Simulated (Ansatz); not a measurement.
# Single-point calculation of CuO (part 2 of 3)

The same run, continued: CuO (slab, 8 atoms in the cell); DFT, PBEsol, plane waves, PAW, Ueff = 6 eV on Cu d, no spin polarisation (Ansatz 0.2.0); cutoff 700 eV, 10×10×1 k-mesh, Gaussian smearing of 0.1 eV. The structure derives from an entry of the Crystallography Open Database.

Geometry of the input (Å; fractional positions):
```
2.8941  0.0000  0.0000
0.0117  2.8941  0.0000
0.0000  0.0000  25.9110
O  0.5000  0.5001  0.3280
Cu 0.5001  0.0001  0.3772
O  0.5002  0.5001  0.4263
Cu 0.0002  0.5002  0.4754
O  0.5002  0.5003  0.5245
Cu 0.5003  0.0003  0.5737
O  0.5004  0.5003  0.6228
Cu 0.0004  0.5004  0.6683
```

### What the program printed, continued
```
SCF iter   1: F=—  HF=-28604.990016 eV  |F-HF|=—  |Δ(HF+E_count)|=         —  Δρ=2.20e-1  dr2=9.27e1  ethr=3.10e-3  p=-0.000 e·Å  D=-2.06e-7 V/Å  ΔV_dip=0.00 eV  dr2_dipole=1.12e0  V_vac-E_F(+/−)=4.11/4.11 eV  ⟨swp⟩=6.8  Hψ=12269  notcnv=0  defer=24
efield: sawtooth ramp at fractional position 0.9782 (placed from the atoms, in the widest stretch of the axis that holds none; the zero of the levels goes with the place), width 0.0400; the density the first Hamiltonian is built on has a dipole p = -0.000 e·Å; the dipole correction subtracts the counter field D = -2.06e-7 V/Å, which shifts the + side's vacuum level by +0.00 eV against the − side's; the planar-averaged density in the ramp window peaks in size at 5.5e-7 e/Å³
preconditioner: auto → LDOS  [metal: Δε(μ)=0.014 eV  Ē_g=9.870 eV  σ=0.100 eV  W_gap=0.08  n_scr=54 (ndim 8)  ℏωp=20.8 eV  f_vac=0.567  D(μ)=8.72/eV (n_scr^D=74)  β→1.0]
SCF iter   2: F=—  HF=-28610.194799 eV  |F-HF|=—  |Δ(HF+E_count)|=    5.20e0  Δρ=2.21e-1  dr2=4.64e1  ethr=3.10e-3  p=0.014 e·Å  D=1.15e-2 V/Å  ΔV_dip=-0.30 eV  dr2_dipole=1.17e0  V_vac-E_F(+/−)=6.65/6.95 eV  ⟨swp⟩=4.0  Hψ=11055  notcnv=0  defer=149
SCF iter   3: F=—  HF=-28594.001411 eV  |F-HF|=—  |Δ(HF+E_count)|=    1.62e1  Δρ=1.23e-1  dr2=3.69e1  ethr=3.10e-3  p=0.025 e·Å  D=2.10e-2 V/Å  ΔV_dip=-0.54 eV  dr2_dipole=1.47e0  V_vac-E_F(+/−)=4.44/4.98 eV  ⟨swp⟩=4.0  Hψ=8352  notcnv=0  defer=169
SCF iter   4: F=—  HF=-28597.820495 eV  |F-HF|=—  |Δ(HF+E_count)|=    3.82e0  Δρ=2.20e-1  dr2=9.63e1  ethr=3.10e-3  p=0.060 e·Å  D=4.99e-2 V/Å  ΔV_dip=-1.29 eV  dr2_dipole=9.64e0  V_vac-E_F(+/−)=3.43/4.72 eV  ⟨swp⟩=4.0  Hψ=7257  notcnv=0  defer=167  recentre
SCF iter   5: F=—  HF=-28589.959352 eV  |F-HF|=—  |Δ(HF+E_count)|=    7.86e0  Δρ=1.23e-1  dr2=3.67e1  ethr=3.10e-3  p=0.074 e·Å  D=6.16e-2 V/Å  ΔV_dip=-1.60 eV  dr2_dipole=1.01e0  V_vac-E_F(+/−)=4.90/6.50 eV  ⟨swp⟩=3.0  Hψ=7133  notcnv=0  defer=174
SCF iter   6: F=—  HF=-28606.545702 eV  |F-HF|=—  |Δ(HF+E_count)|=    1.66e1  Δρ=2.37e-1  dr2=4.33e2  ethr=3.10e-3  p=0.367 e·Å  D=3.06e-1 V/Å  ΔV_dip=-7.92 eV  dr2_dipole=1.30e2  V_vac-E_F(+/−)=4.00/11.92 eV  ⟨swp⟩=4.6  Hψ=8603  notcnv=0  defer=176  recentre
SCF iter   7: F=—  HF=-28589.713915 eV  |F-HF|=—  |Δ(HF+E_count)|=    1.68e1  Δρ=9.09e-2  dr2=2.27e1  ethr=3.10e-3  p=0.107 e·Å  D=8.91e-2 V/Å  ΔV_dip=-2.31 eV  dr2_dipole=2.96e0  V_vac-E_F(+/−)=5.46/7.77 eV  ⟨swp⟩=4.4  Hψ=7013  notcnv=0  defer=202
SCF iter   8: F=—  HF=-28590.703021 eV  |F-HF|=—  |Δ(HF+E_count)|=   9.89e-1  Δρ=7.39e-2  dr2=3.90e1  ethr=3.10e-3  p=0.106 e·Å  D=8.87e-2 V/Å  ΔV_dip=-2.30 eV  dr2_dipole=1.80e1  V_vac-E_F(+/−)=5.47/7.77 eV  ⟨swp⟩=2.2  Hψ=4888  notcnv=0  defer=182
SCF iter   9: F=—  HF=-28591.695442 eV  |F-HF|=—  |Δ(HF+E_count)|=   9.92e-1  Δρ=5.82e-2  dr2=2.91e1  ethr=3.10e-3  p=0.121 e·Å  D=1.01e-1 V/Å  ΔV_dip=-2.62 eV  dr2_dipole=1.06e1  V_vac-E_F(+/−)=5.67/8.28 eV  ⟨swp⟩=2.2  Hψ=4658  notcnv=0  defer=182
SCF iter  10: F=—  HF=-28591.763969 eV  |F-HF|=—  |Δ(HF+E_count)|=   6.85e-2  Δρ=6.02e-2  dr2=2.15e1  ethr=3.10e-3  p=0.149 e·Å  D=1.24e-1 V/Å  ΔV_dip=-3.22 eV  dr2_dipole=3.58e-1  V_vac-E_F(+/−)=5.55/8.77 eV  ⟨swp⟩=2.2  Hψ=3762  notcnv=0  defer=166
SCF iter  11: F=—  HF=-28591.918928 eV  |F-HF|=—  |Δ(HF+E_count)|=   1.55e-1  Δρ=6.94e-2  dr2=1.48e1  ethr=3.10e-3  p=0.119 e·Å  D=9.89e-2 V/Å  ΔV_dip=-2.56 eV  dr2_dipole=1.88e0  V_vac-E_F(+/−)=5.32/7.88 eV  ⟨swp⟩=2.5  Hψ=4031  notcnv=0  defer=163
SCF iter  12: F=—  HF=-28591.336909 eV  |F-HF|=—  |Δ(HF+E_count)|=   5.82e-1  Δρ=2.52e-2  dr2=5.26e0  ethr=3.10e-3  p=0.140 e·Å  D=1.17e-1 V/Å  ΔV_dip=-3.03 eV  dr2_dipole=1.82e0  V_vac-E_F(+/−)=5.35/8.38 eV  ⟨swp⟩=2.0  Hψ=3890  notcnv=0  defer=174
SCF iter  13: F=—  HF=-28591.347153 eV  |F-HF|=—  |Δ(HF+E_count)|=   1.02e-2  Δρ=3.85e-2  dr2=7.04e0  ethr=3.10e-3  p=0.165 e·Å  D=1.37e-1 V/Å  ΔV_dip=-3.56 eV  dr2_dipole=2.83e-1  V_vac-E_F(+/−)=5.14/8.70 eV  ⟨swp⟩=2.0  Hψ=3272  notcnv=0  defer=174
SCF iter  14: F=—  HF=-28591.375337 eV  |F-HF|=—  |Δ(HF+E_count)|=   2.82e-2  Δρ=3.50e-2  dr2=5.05e0  ethr=3.10e-3  p=0.164 e·Å  D=1.37e-1 V/Å  ΔV_dip=-3.55 eV  dr2_dipole=6.17e-3  V_vac-E_F(+/−)=5.04/8.59 eV  ⟨swp⟩=2.2  Hψ=3929  notcnv=0  defer=151
SCF iter  15: F=—  HF=-28591.323099 eV  |F-HF|=—  |Δ(HF+E_count)|=   5.22e-2  Δρ=2.76e-2  dr2=1.91e0  ethr=3.10e-3  p=0.165 e·Å  D=1.37e-1 V/Å  ΔV_dip=-3.56 eV  dr2_dipole=1.59e-1  V_vac-E_F(+/−)=4.79/8.35 eV  ⟨swp⟩=2.0  Hψ=3452  notcnv=0  defer=151
SCF iter  16: F=—  HF=-28591.296438 eV  |F-HF|=—  |Δ(HF+E_count)|=   2.67e-2  Δρ=2.65e-2  dr2=1.64e0  ethr=1.91e-3  p=0.169 e·Å  D=1.41e-1 V/Å  ΔV_dip=-3.64 eV  dr2_dipole=6.09e-2  V_vac-E_F(+/−)=4.86/8.50 eV  ⟨swp⟩=2.3  Hψ=5089  notcnv=0  defer=135
SCF iter  17: F=—  HF=-28591.269455 eV  |F-HF|=—  |Δ(HF+E_count)|=   2.70e-2  Δρ=1.83e-2  dr2=1.23e0  ethr=1.64e-3  p=0.172 e·Å  D=1.43e-1 V/Å  ΔV_dip=-3.71 eV  dr2_dipole=3.01e-2  V_vac-E_F(+/−)=4.82/8.53 eV  ⟨swp⟩=2.0  Hψ=3565  notcnv=0  defer=135
SCF iter  18: F=—  HF=-28591.269609 eV  |F-HF|=—  |Δ(HF+E_count)|=   1.54e-4  Δρ=1.70e-2  dr2=7.64e-1  ethr=1.23e-3  p=0.173 e·Å  D=1.44e-1 V/Å  ΔV_dip=-3.74 eV  dr2_dipole=4.08e-2  V_vac-E_F(+/−)=4.75/8.49 eV  ⟨swp⟩=2.0  Hψ=3728  notcnv=0  defer=137
SCF iter  19: F=—  HF=-28591.257416 eV  |F-HF|=—  |Δ(HF+E_count)|=   1.22e-2  Δρ=1.27e-2  dr2=9.79e-1  ethr=7.64e-4  p=0.175 e·Å  D=1.46e-1 V/Å  ΔV_dip=-3.79 eV  dr2_dipole=2.92e-1  V_vac-E_F(+/−)=4.69/8.48 eV  ⟨swp⟩=2.1  Hψ=3946  notcnv=0  defer=130
SCF iter  20: F=—  HF=-28591.241286 eV  |F-HF|=—  |Δ(HF+E_count)|=   1.61e-2  Δρ=4.93e-3  dr2=1.06e-1  ethr=7.64e-4  p=0.174 e·Å  D=1.45e-1 V/Å  ΔV_dip=-3.77 eV  dr2_dipole=1.89e-2  V_vac-E_F(+/−)=4.68/8.44 eV  ⟨swp⟩=2.0  Hψ=3452  notcnv=0  defer=130
SCF iter  21: F=—  HF=-28591.240084 eV  |F-HF|=—  |Δ(HF+E_count)|=   1.20e-3  Δρ=4.29e-3  dr2=5.87e-2  ethr=1.06e-4  p=0.175 e·Å  D=1.46e-1 V/Å  ΔV_dip=-3.77 eV  dr2_dipole=1.28e-3  V_vac-E_F(+/−)=4.66/8.43 eV  ⟨swp⟩=1.8  Hψ=4016  notcnv=0  defer=130
SCF iter  22: F=—  HF=-28591.239901 eV  |F-HF|=—  |Δ(HF+E_count)|=   1.82e-4  Δρ=3.20e-3  dr2=1.72e-2  ethr=5.87e-5  p=0.174 e·Å  D=1.45e-1 V/Å  ΔV_dip=-3.75 eV  dr2_dipole=6.01e-4  V_vac-E_F(+/−)=4.70/8.45 eV  ⟨swp⟩=1.9  Hψ=3780  notcnv=0  defer=130
SCF iter  23: F=—  HF=-28591.239501 eV  |F-HF|=—  |Δ(HF+E_count)|=   4.01e-4  Δρ=1.70e-3  dr2=9.09e-3  ethr=1.72e-5  p=0.174 e·Å  D=1.45e-1 V/Å  ΔV_dip=-3.76 eV  dr2_dipole=2.49e-3  V_vac-E_F(+/−)=4.69/8.45 eV  ⟨swp⟩=1.5  Hψ=3359  notcnv=0  defer=130
SCF iter  24: F=—  HF=-28591.239783 eV  |F-HF|=—  |Δ(HF+E_count)|=   2.83e-4  Δρ=1.26e-3  dr2=8.87e-3  ethr=9.09e-6  p=0.174 e·Å  D=1.45e-1 V/Å  ΔV_dip=-3.77 eV  dr2_dipole=2.34e-3  V_vac-E_F(+/−)=4.68/8.44 eV  ⟨swp⟩=1.4  Hψ=3100  notcnv=0  defer=130
SCF iter  25: F=—  HF=-28591.239695 eV  |F-HF|=—  |Δ(HF+E_count)|=   8.80e-5  Δρ=7.01e-4  dr2=4.83e-4  ethr=8.87e-6  p=0.174 e·Å  D=1.45e-1 V/Å  ΔV_dip=-3.77 eV  dr2_dipole=2.13e-5  V_vac-E_F(+/−)=4.69/8.45 eV  ⟨swp⟩=1.3  Hψ=3045  notcnv=0  defer=130
SCF iter  26: F=—  HF=-28591.239927 eV  |F-HF|=—  |Δ(HF+E_count)|=   2.31e-4  Δρ=1.23e-3  dr2=7.86e-3  ethr=4.83e-7  p=0.174 e·Å  D=1.45e-1 V/Å  ΔV_dip=-3.76 eV  dr2_dipole=2.79e-3  V_vac-E_F(+/−)=4.69/8.46 eV  ⟨swp⟩=2.1  Hψ=4559  notcnv=0  defer=130
SCF iter  27: F=—  HF=-28591.239878 eV  |F-HF|=—  |Δ(HF+E_count)|=   4.91e-5  Δρ=5.80e-4  dr2=7.04e-4  ethr=4.83e-7  p=0.174 e·Å  D=1.45e-1 V/Å  ΔV_dip=-3.76 eV  dr2_dipole=1.23e-4  V_vac-E_F(+/−)=4.69/8.45 eV  ⟨swp⟩=2.0  Hψ=3994  notcnv=0  defer=130
SCF iter  28: F=—  HF=-28591.239902 eV  |F-HF|=—  |Δ(HF+E_count)|=   2.43e-5  Δρ=7.73e-4  dr2=1.80e-3  ethr=4.83e-7  p=0.174 e·Å  D=1.45e-1 V/Å  ΔV_dip=-3.76 eV  dr2_dipole=4.40e-4  V_vac-E_F(+/−)=4.69/8.45 eV  ⟨swp⟩=2.0  Hψ=5554  notcnv=0  defer=130  recentre
SCF iter  29: F=—  HF=-28591.239865 eV  |F-HF|=—  |Δ(HF+E_count)|=   3.68e-5  Δρ=2.82e-4  dr2=2.12e-4  ethr=4.83e-7  p=0.174 e·Å  D=1.45e-1 V/Å  ΔV_dip=-3.76 eV  dr2_dipole=3.46e-5  V_vac-E_F(+/−)=4.69/8.46 eV  ⟨swp⟩=2.0  Hψ=3760  notcnv=0  defer=130
SCF iter  30: F=—  HF=-28591.239896 eV  |F-HF|=—  |Δ(HF+E_count)|=   3.09e-5  Δρ=1.79e-4  dr2=3.46e-5  ethr=2.12e-7  p=0.174 e·Å  D=1.45e-1 V/Å  ΔV_dip=-3.76 eV  dr2_dipole=4.38e-6  V_vac-E_F(+/−)=4.70/8.46 eV  ⟨swp⟩=1.1  Hψ=3021  notcnv=0  defer=130
SCF iter  31: F=—  HF=-28591.239622 eV  |F-HF|=—  |Δ(HF+E_count)|=   2.74e-4  Δρ=1.75e-4  dr2=6.97e-5  ethr=3.46e-8  p=0.174 e·Å  D=1.45e-1 V/Å  ΔV_dip=-3.76 eV  dr2_dipole=1.75e-5  V_vac-E_F(+/−)=4.69/8.46 eV  ⟨swp⟩=1.7  Hψ=3685  notcnv=0  defer=130
SCF iter  32: F=—  HF=-28591.239631 eV  |F-HF|=—  |Δ(HF+E_count)|=   9.83e-6  Δρ=1.16e-4  dr2=6.25e-5  ethr=3.46e-8  p=0.174 e·Å  D=1.45e-1 V/Å  ΔV_dip=-3.76 eV  dr2_dipole=2.32e-5  V_vac-E_F(+/−)=4.69/8.46 eV  ⟨swp⟩=1.8  Hψ=3456  notcnv=0  defer=130
SCF iter  33: F=—  HF=-28591.239632 eV  |F-HF|=—  |Δ(HF+E_count)|=   1.80e-7  Δρ=5.95e-5  dr2=6.68e-6  ethr=3.46e-8  p=0.174 e·Å  D=1.45e-1 V/Å  ΔV_dip=-3.76 eV  dr2_dipole=7.76e-7  V_vac-E_F(+/−)=4.69/8.46 eV  ⟨swp⟩=1.2  Hψ=3041  notcnv=0  defer=130
SCF iter  34: F=—  HF=-28591.239634 eV  |F-HF|=—  |Δ(HF+E_count)|=   2.08e-6  Δρ=4.72e-5  dr2=3.25e-6  ethr=6.68e-9  p=0.174 e·Å  D=1.45e-1 V/Å  ΔV_dip=-3.77 eV  dr2_dipole=2.32e-7  V_vac-E_F(+/−)=4.69/8.46 eV  ⟨swp⟩=1.9  Hψ=3872  notcnv=0  defer=130
SCF iter  35: F=—  HF=-28591.239636 eV  |F-HF|=—  |Δ(HF+E_count)|=   1.98e-6  Δρ=3.72e-5  dr2=6.12e-6  ethr=3.25e-9  p=0.174 e·Å  D=1.45e-1 V/Å  ΔV_dip=-3.77 eV  dr2_dipole=2.39e-6  V_vac-E_F(+/−)=4.69/8.46 eV  ⟨swp⟩=2.0  Hψ=3514  notcnv=0  defer=130  recentre
SCF iter  36: F=—  HF=-28591.239635 eV  |F-HF|=—  |Δ(HF+E_count)|=   5.42e-7  Δρ=3.67e-5  dr2=2.69e-6  ethr=3.25e-9  p=0.174 e·Å  D=1.45e-1 V/Å  ΔV_dip=-3.77 eV  dr2_dipole=2.53e-7  V_vac-E_F(+/−)=4.69/8.46 eV  ⟨swp⟩=1.9  Hψ=3247  notcnv=0  defer=130
SCF iter  37: F=—  HF=-28591.239636 eV  |F-HF|=—  |Δ(HF+E_count)|=   9.29e-7  Δρ=2.01e-5  dr2=8.42e-7  ethr=2.69e-9  p=0.174 e·Å  D=1.45e-1 V/Å  ΔV_dip=-3.77 eV  dr2_dipole=1.58e-7  V_vac-E_F(+/−)=4.69/8.46 eV  ⟨swp⟩=1.3  Hψ=3133  notcnv=0  defer=130
SCF iter  38: F=—  HF=-28591.239636 eV  |F-HF|=—  |Δ(HF+E_count)|=   4.01e-7  Δρ=1.11e-5  dr2=1.94e-7  ethr=8.42e-10  p=0.174 e·Å  D=1.45e-1 V/Å  ΔV_dip=-3.77 eV  dr2_dipole=1.08e-8  V_vac-E_F(+/−)=4.69/8.46 eV  ⟨swp⟩=1.7  Hψ=3499  notcnv=0  defer=130
SCF iter  39: F=—  HF=-28591.239637 eV  |F-HF|=—  |Δ(HF+E_count)|=   8.12e-8  Δρ=9.79e-6  dr2=2.53e-7  ethr=1.94e-10  p=0.174 e·Å  D=1.45e-1 V/Å  ΔV_dip=-3.77 eV  dr2_dipole=2.35e-8  V_vac-E_F(+/−)=4.69/8.46 eV  ⟨swp⟩=1.7  Hψ=3594  notcnv=0  defer=130
SCF iter  40: F=—  HF=-28591.239637 eV  |F-HF|=—  |Δ(HF+E_count)|=   6.27e-8  Δρ=8.80e-6  dr2=2.79e-7  ethr=1.94e-10  p=0.174 e·Å  D=1.45e-1 V/Å  ΔV_dip=-3.77 eV  dr2_dipole=5.90e-8  V_vac-E_F(+/−)=4.69/8.46 eV  ⟨swp⟩=1.2  Hψ=3013  notcnv=0  defer=130
SCF iter  41: F=—  HF=-28591.239637 eV  |F-HF|=—  |Δ(HF+E_count)|=   1.16e-7  Δρ=6.19e-6  dr2=2.55e-7  ethr=1.94e-10  p=0.174 e·Å  D=1.45e-1 V/Å  ΔV_dip=-3.77 eV  dr2_dipole=8.92e-8  V_vac-E_F(+/−)=4.69/8.46 eV  ⟨swp⟩=1.3  Hψ=3091  notcnv=0  defer=130
SCF iter  42: F=-28591.239637 eV  HF=-28591.239637 eV  |F-HF|=2.65e-8  |Δ(HF+E_count)|=   1.61e-8  Δρ=3.75e-6  dr2=4.14e-8  ethr=1.00e-10  p=0.174 e·Å  D=1.45e-1 V/Å  ΔV_dip=-3.77 eV  dr2_dipole=1.04e-8  V_vac-E_F(+/−)=4.69/8.46 eV  ⟨swp⟩=15.8  Hψ=15157  notcnv=0
SCF 1 converged in 42 iterations: F = -28591.239637 eV  dr2 = 4.14e-8
  greatest PAW one-centre occupation: 1.000 electrons in one spin orbital (limit 2), on the Cu atom at site 7 (counted from 0), in its partial waves of l = 0
```

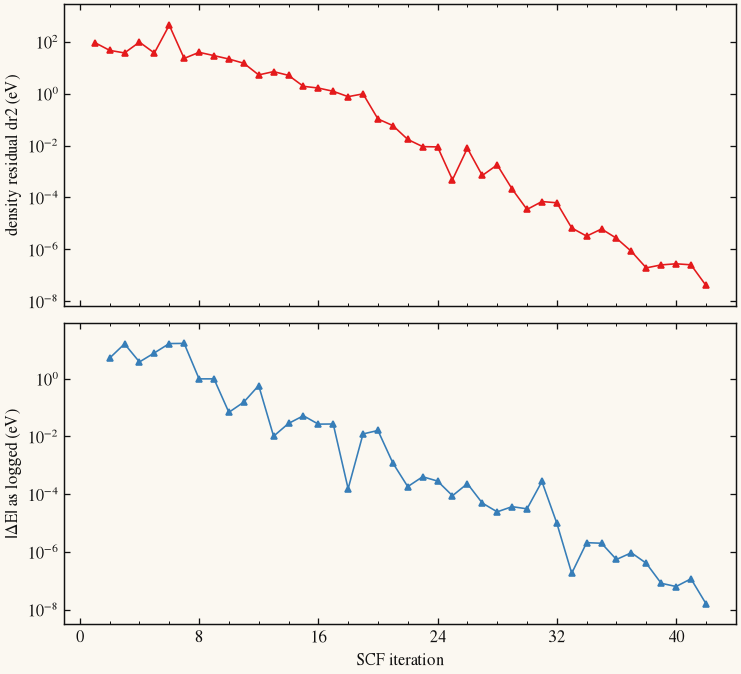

Figure 1. Convergence of the self-consistent field: density residual dr2 and size of the energy change against the SCF iteration. The residual falls unevenly and jumps up by a factor of two or more 5 times on the way down.
